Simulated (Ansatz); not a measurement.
Band-structure calculation of Mg₂ZnO₃ (part 1 of 2)

The run: band-structure calculation of Mg₂ZnO₃ (I-4m2, 6 atoms in the cell). Method and program: DFT HSE06, scalar-relativistic, plane waves, PAW, no spin polarisation (Ansatz 0.2.0).

The structure was made by a generator, so it may or may not be a known phase. Figures and captions count atoms from 1; the log counts them from 0 in places.

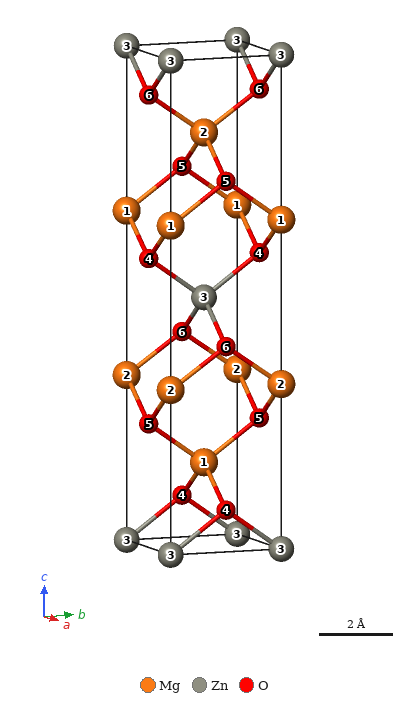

**Figure 1.** The structure as given in the input (ball-and-stick view of the cell 2 times as large as that of the calculation, set on its symmetry axes, seen slightly off an axis; atoms are numbered from 1 in the order of the input). An atom can appear more than once, as a periodic image.

Input
```yaml
crystal:
  lattice:
    - [-1.6372147, 1.6372147, 6.8576536]
    - [1.6372147, -1.6372147, 6.8576536]
    - [1.6372147, 1.6372147, -6.8576536]
  atoms:
    - { symbol: Mg, position: [0.666303, 0.666303, 0.0] }
    - { symbol: Mg, position: [0.333697, 0.333697, 0.0] }
    - { symbol: Zn, position: [0.0, 0.0, 0.0] }
    - { symbol: O, position: [0.584521, 0.084521, 0.5] }
    - { symbol: O, position: [0.25, 0.75, 0.5] }
    - { symbol: O, position: [0.915479, 0.415479, 0.5] }
basis:
  ecutwfc: 420
kpoints:
  mp_grid: { grid: [8, 8, 8] }
  band_path:
    path:
      - [[0.0, 0.0, 0.0], [0.0, 0.0, 0.5], [0.25, 0.25, 0.25], [0.0, 0.5, 0.0], [0.0, 0.0, 0.0], [0.5, 0.5, -0.5], [0.26424952, 0.73575048, -0.26424952]]
      - [[-0.26424952, 0.26424952, 0.26424952], [0.0, 0.0, 0.0]]
      - [[0.0, 0.0, 0.5], [-0.02849904, 0.02849904, 0.5]]
      - [[0.5, 0.5, -0.02849904], [0.5, 0.5, -0.5]]
    npoints: 4
hamiltonian:
  xc: hse06
scf:
  occupations: { method: gaussian, width: 0.02 }
output:
  forces: true
  stress: true
  eigenvalues: true
  populations: true
  dos: { projected: true, de: 0.02 }
  bader: false
  write_density: true
  write_potential: true
  elf: true
  volumetric_format: npy
```

Launch command:
```bash
ansatz run input.yaml --threads 4 --pin off --max-ram 8192MiB --backend cpu --events-out ev --progress --plain --runs-dir out
```

Log
```
Warning: output.stress: scf.convergence.dr2_threshold = 1e-7 eV (the SCF's general default) is looser than the 6e-10 eV advised for a printed stress (1e-10 eV for each atom of the cell: 6). What an SCF threshold leaves in a stress goes as its square root, and in the free energy as the threshold itself, and one threshold admits the most on a small cell: of the crystals measured, under no hybrid functional and no lock of the moments, on runs that ended without the residual-converged pass, on stresses that held no estimate of that error, the worst erred by over 100 MPa in a component at 1e-7 eV an atom and by under 5 at 1e-10. Set scf.convergence.dr2_threshold to 6e-10 eV or tighter. The threshold is an SCF's pass mark: one that does not reach it within its budget of iterations ends unconverged, or closes short of it on a stop that the run arms, and scf.convergence.dr2_threshold's page says what that costs each kind of run
Warning: output.stress: scf.exx.energy_threshold = 1e-6 eV is looser than the 6e-8 eV advised for a stress under a hybrid functional (1e-8 eV for each atom of the cell: 6). Every SCF of the exchange loop can meet its threshold on dr2 while the loop round them stops early: no threshold on dr2 bounds what that leaves in the stress. Set scf.exx.energy_threshold to 6e-8 eV or tighter. The threshold is the loop's pass mark: a loop that does not reach it within its budget of cycles ends unconverged, and scf.exx.energy_threshold's page has the law
basis.fft_grid_basis auto: the FFT boxes are laid along the combinations [[1, -1, 0], [0, 1, 0], [1, 0, 1]] of the cell's own vectors, 4.631, 7.238 and 3.274 Å long. The dense box has 32×50×24 points. Along the cell's own vectors, as sized, it would have 50×50×50, 3.26 times as many. Of the 8 symmetry operations that the crystal satisfies within crystal.symmetry.tolerance (time reversal apart; of a slab, those that keep its plane) the dense box along the cell's own vectors carries 8, and the one as laid loses 7 of those. basis.fft_grid_basis: typed keeps the cell's own vectors: state it where this run's energies or levels are differenced outside the engine with another run's, or held beside a run that keeps those vectors. Those combinations have planes normal to reciprocal vector 3, as the cell's own vectors have. Each planar average written beside output.write_density, output.write_potential has a row for each plane of the box: 24. The volumetric files lie along those combinations, not along the cell's own vectors: a cube or XSF file states them, and fields.json those of NumPy files.
Engine: ansatz 0.2.0, x86_64-unknown-linux-gnu
Pseudopotentials: kind: paw
Pseudopotential: Mg, paw, valence charge 10, recommended cutoff 420 eV (normal), Mg.paw.azcp
Pseudopotential: Zn, paw, valence charge 12, recommended cutoff 420 eV (normal), Zn.paw.azcp
Pseudopotential: O, paw, valence charge 6, recommended cutoff 420 eV (normal), O.paw.azcp
Functional definition: HSE06
  parameter a = 0.25
  parameter omega = 0.11/bohr
  exchange = pbe_x - a*pbe_x_sr(omega) + a*exact_x_sr(omega)
  correlation = pbe_c
Crystal: 6 atoms, lattice volume = 73.527 Å³
Basis set: ecut = 420 eV, 1475 PW (Γ), FFT grids on a1−a2, a2, a1+a3, exchange–correlation on 64×100×48 points (8 copies of the dense FFT grid, shifted against one another)
Bands: 31, of which v1, the nominal top of the filled ones, is band 25 counted from 1 (24 counted from 0)
Symmetry: 8 space group operations
Space group: I-4m2 (ITA 119), of the structure as read, at distance tolerance 4.2e-5 Å
k-points: 59 of 512 (time reversal used)
Non-local potential: Mg, projectors of the file, l = 0: 3, l = 1: 2, l = 2: 1
Non-local potential: Zn, projectors of the file, l = 0: 2, l = 1: 2, l = 2: 3, l = 3: 1
Non-local potential: O, projectors of the file, l = 0: 2, l = 1: 2, l = 2: 1
PAW form: soft (Blöchl's): semilocal exchange-correlation on the pseudo side does not see the compensation charge
PAW frozen core: Mg, regenerated for the run's functional, and the local potential with it (the file was generated under x = pbe(κ = 0.804, μ = 0.2195149727645171), c = pbe(β = 0.06672455060314922))
PAW frozen core: Zn, regenerated for the run's functional, and the local potential with it (the file was generated under x = pbe(κ = 0.804, μ = 0.2195149727645171), c = pbe(β = 0.06672455060314922))
PAW frozen core: O, regenerated for the run's functional, and the local potential with it (the file was generated under x = pbe(κ = 0.804, μ = 0.2195149727645171), c = pbe(β = 0.06672455060314922))
PAW one-centre angular grid: Mg, 110 points (default); XC on 96 Gauss nodes
PAW one-centre angular grid: Zn, 590 points (default); XC on 64 Gauss nodes
PAW one-centre angular grid: O, 110 points (default); XC on 96 Gauss nodes
Initial density: superposition of atomic densities (neutral atoms: chi_scale 0, normalization atom), corrected by the library's trained network
Initial wavefunctions: pseudopotential atomic-orbital guess
Functional: x = pbe(κ = 0.804, μ = 0.2195149727645171), c = pbe(β = 0.06672455060314922), warm-up for x = pbe(κ = 0.804, μ = 0.2195149727645171) + 0.25 (exact − pbe) at short range (hse, ω = 0.20786987370883472 Å⁻¹), c = pbe(β = 0.06672455060314922); HSE06 as pw.x's `hse` composes it (authors' and Libxc's form: `xc: wpbeh`)
SCF iter   1: F=—  HF=-8874.767368 eV  |F-HF|=—  |Δ(HF+E_count)|=         —  Δρ=1.84e-3  dr2=3.12e-3  ethr=1.77e-3  ⟨swp⟩=12.4  Hψ=8621  notcnv=2
preconditioner: auto → none  [insulator: Δε(μ)=2.268 eV  Ē_g=13.347 eV  σ=0.020 eV  W_gap=1.00  n_scr=20 (ndim 8)  ℏωp=25.3 eV  f_vac=0.016  D(μ)=0.00/eV (n_scr^D=0)]
SCF iter   2: F=—  HF=-8874.767137 eV  |F-HF|=—  |Δ(HF+E_count)|=   2.31e-4  Δρ=1.84e-3  dr2=1.87e-3  ethr=6.24e-6  ⟨swp⟩=5.4  Hψ=6206  notcnv=0  defer=23
iter 3 solved again at ethr=9.10e-8 eV; its pass at ethr=3.75e-6 eV (dr2=4.55e-5 eV) is discarded
SCF iter   3: F=-8874.766587 eV  HF=-8874.766595 eV  |F-HF|=7.29e-6  |Δ(HF+E_count)|=   5.42e-4  Δρ=3.46e-4  dr2=4.57e-5  ethr=9.10e-8  ⟨swp⟩=2.9  Hψ=8045  notcnv=0  defer=2
SCF 1 stopped early in 3 iterations: F = -8874.766587 eV  dr2 = 4.57e-5
  greatest PAW one-centre occupation: 1.000 electrons in one spin orbital (limit 2), on the Mg atom at site 0 (counted from 0), in its partial waves of l = 0
Initial density: handed on by an earlier stage of this run
Initial wavefunctions: those handed on with the density
Functional: x = pbe(κ = 0.804, μ = 0.2195149727645171) + 0.25 (exact − pbe) at short range (hse, ω = 0.20786987370883472 Å⁻¹), c = pbe(β = 0.06672455060314922); HSE06 as pw.x's `hse` composes it (authors' and Libxc's form: `xc: wpbeh`)
Exchange kernel: α = 0.2500, screened, ω = 0.2079 Å⁻¹, Wigner–Seitz truncation, v(0) = 1046.9066 eV·Å³, q-mesh 8×8×8, nearest image of the exchange supercell L = 26.20 Å, pair-density grid 30×48×16, without the augmentation charges, whose exchange is taken in its separable form by FFT convolution over the k-point mesh (the finest that the files' search goes to), smooth part of the exact exchange by density-matrix convolution
Frozen-core exchange: fock
SCF iter   1: F=—  HF=-8874.899360 eV  |F-HF|=—  |Δ(HF+E_count)|=         —  Δρ=1.63e-2  dr2=1.15e-1  ethr=9.13e-7  ⟨swp⟩=8.4  Hψ=8962  notcnv=0
preconditioner: auto → none  [insulator: Δε(μ)=3.953 eV  Ē_g=15.961 eV  σ=0.020 eV  W_gap=1.00  n_scr=20 (ndim 8)  ℏωp=25.3 eV  f_vac=0.017  D(μ)=0.00/eV (n_scr^D=0)]
SCF iter   2: F=—  HF=-8874.863523 eV  |F-HF|=—  |Δ(HF+E_count)|=   3.58e-2  Δρ=4.41e-3  dr2=8.43e-3  ethr=9.13e-7  ⟨swp⟩=5.0  Hψ=6849  notcnv=0
SCF iter   3: F=—  HF=-8874.878464 eV  |F-HF|=—  |Δ(HF+E_count)|=   1.49e-2  Δρ=3.98e-3  dr2=6.27e-3  ethr=9.13e-7  ⟨swp⟩=4.6  Hψ=6455  notcnv=0
SCF iter   4: F=—  HF=-8874.877156 eV  |F-HF|=—  |Δ(HF+E_count)|=   1.31e-3  Δρ=1.40e-3  dr2=7.46e-4  ethr=9.13e-7  ⟨swp⟩=4.0  Hψ=5046  notcnv=0
SCF iter   5: F=—  HF=-8874.877965 eV  |F-HF|=—  |Δ(HF+E_count)|=   8.08e-4  Δρ=7.21e-4  dr2=2.63e-4  ethr=9.13e-7  ⟨swp⟩=3.8  Hψ=4519  notcnv=0  defer=10
SCF iter   6: F=—  HF=-8874.877883 eV  |F-HF|=—  |Δ(HF+E_count)|=   8.13e-5  Δρ=2.61e-4  dr2=5.53e-5  ethr=5.05e-7  ⟨swp⟩=3.1  Hψ=4331  notcnv=0
SCF iter   7: F=-8874.877869 eV  HF=-8874.877869 eV  |F-HF|=1.80e-7  |Δ(HF+E_count)|=   1.41e-5  Δρ=4.15e-5  dr2=1.14e-6  ethr=8.89e-8  ⟨swp⟩=3.0  Hψ=3897  notcnv=0
SCF 2 stopped early in 7 iterations: F = -8874.877869 eV  dr2 = 1.14e-6
  Residual-converged pass: ⟨swp⟩=4.1  Hψ=5811  notcnv=0  max |occ|·‖R‖ = 6.5e-6 eV (tolerance 6.7e-6 eV)  dr2=1.04e-6  dr2_onsite=1.92e-7  max |Δocc| = 0.0e0
hybrid outer 1: dexx = +2.106e-2 eV, tail = 1.16e-4 eV
Exchange kernel: α = 0.2500, screened, ω = 0.2079 Å⁻¹, Wigner–Seitz truncation, v(0) = 1046.9066 eV·Å³, q-mesh 8×8×8, nearest image of the exchange supercell L = 26.20 Å, pair-density grid 30×48×16, without the augmentation charges, whose exchange is taken in its separable form by FFT convolution over the k-point mesh (the finest that the files' search goes to), smooth part of the exact exchange by density-matrix convolution
Frozen-core exchange: fock
SCF iter   1: F=—  HF=-8874.877079 eV  |F-HF|=—  |Δ(HF+E_count)|=         —  Δρ=9.70e-5  dr2=4.02e-6  ethr=1.16e-6  ⟨swp⟩=5.7  Hψ=4121  notcnv=0
preconditioner: auto → none  [insulator: Δε(μ)=3.907 eV  Ē_g=15.810 eV  σ=0.020 eV  W_gap=1.00  n_scr=20 (ndim 8)  ℏωp=25.3 eV  f_vac=0.033  D(μ)=0.00/eV (n_scr^D=0)]
SCF iter   2: F=—  HF=-8874.877080 eV  |F-HF|=—  |Δ(HF+E_count)|=   5.80e-7  Δρ=1.85e-5  dr2=3.41e-7  ethr=7.53e-9  ⟨swp⟩=4.0  Hψ=5485  notcnv=0
SCF iter   3: F=—  HF=-8874.877081 eV  |F-HF|=—  |Δ(HF+E_count)|=   1.24e-6  Δρ=1.66e-5  dr2=1.47e-7  ethr=2.98e-10  ⟨swp⟩=4.4  Hψ=5926  notcnv=0  defer=8
SCF iter   4: F=—  HF=-8874.877081 eV  |F-HF|=—  |Δ(HF+E_count)|=   3.40e-8  Δρ=4.32e-6  dr2=1.24e-8  ethr=2.67e-10  ⟨swp⟩=3.0  Hψ=4121  notcnv=0
SCF iter   5: F=—  HF=-8874.877081 eV  |F-HF|=—  |Δ(HF+E_count)|=   2.65e-8  Δρ=3.68e-6  dr2=6.95e-9  ethr=1.66e-11  ⟨swp⟩=4.7  Hψ=5103  notcnv=0  defer=28
SCF iter   6: F=-8874.877081 eV  HF=-8874.877081 eV  |F-HF|=5.82e-11  |Δ(HF+E_count)|=   1.64e-9  Δρ=6.00e-7  dr2=2.69e-10  ethr=1.30e-11  ⟨swp⟩=3.1  Hψ=4091  notcnv=0  defer=3
SCF 3 converged in 6 iterations: F = -8874.877081 eV  dr2 = 2.69e-10
  Residual-converged pass: ⟨swp⟩=3.0  Hψ=4061  notcnv=0  max |occ|·‖R‖ = 7.5e-7 eV (tolerance 7.7e-7 eV)  dr2=2.66e-10  dr2_onsite=1.32e-11  max |Δocc| = 0.0e0
  greatest PAW one-centre occupation: 1.000 electrons in one spin orbital (limit 2), on the Mg atom at site 1 (counted from 0), in its partial waves of l = 0
```
